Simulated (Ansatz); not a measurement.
```cif
data_structure
_symmetry_space_group_name_H-M 'P 1'
_symmetry_Int_Tables_number 1
_cell_length_a 3.0302
_cell_length_b 3.0302
_cell_length_c 11.7746
_cell_angle_alpha 90.000
_cell_angle_beta 90.000
_cell_angle_gamma 120.000
_cell_volume 93.63
loop_
_atom_site_label
_atom_site_type_symbol
_atom_site_fract_x
_atom_site_fract_y
_atom_site_fract_z
_atom_site_occupancy
B1 B 0.33333 0.66667 0.09601 1
B2 B 0.00000 0.00000 0.42934 1
B3 B 0.66667 0.33333 0.76267 1
B4 B 0.33333 0.66667 0.23733 1
B5 B 0.00000 0.00000 0.57066 1
B6 B 0.66667 0.33333 0.90399 1
P1 P 0.00000 0.00000 0.00000 1
P2 P 0.66667 0.33333 0.33333 1
P3 P 0.33333 0.66667 0.66667 1
```

Space group R-3m; a generated structure, not necessarily the stable one; computed pressure about −2 GPa in this cell.

Level of theory: Ansatz 0.2.0, Kohn-Sham DFT of a periodic cell, HSE06 form with a typed share of exact exchange, Ansatz PAW.

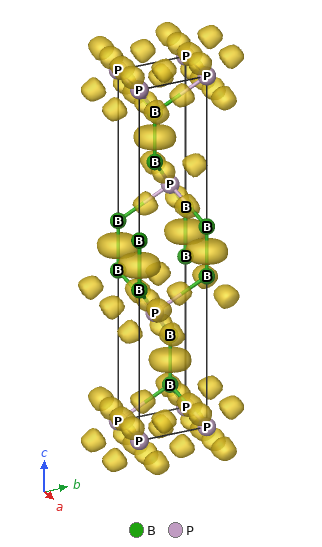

B$_{2}$P. Isosurface of the ELF at 0.8 (yellow), seen slightly off an axis. Only the valence region is drawn (cores and ρ < 0.01 e/Å³ removed). Sticks mark near contacts.

In a PAW calculation such maps are meaningful between the atoms, not at the nuclei.

> Where are the electrons localised?

The ELF exceeds this value in three regions between bonded B–B atoms and 18 regions between bonded B–P atoms, counted in one cell of 9 atoms. Regions shared between cells count once. Profiles from the grid: B–B (1.66 Å): the ELF peaks at about 1 between the atoms. B–P (2.08 Å): the ELF peaks at about 0.90 between the atoms.

> Does the calculation make it a metal, or give it a gap?

It is gapless in this calculation (a metal or semimetal).
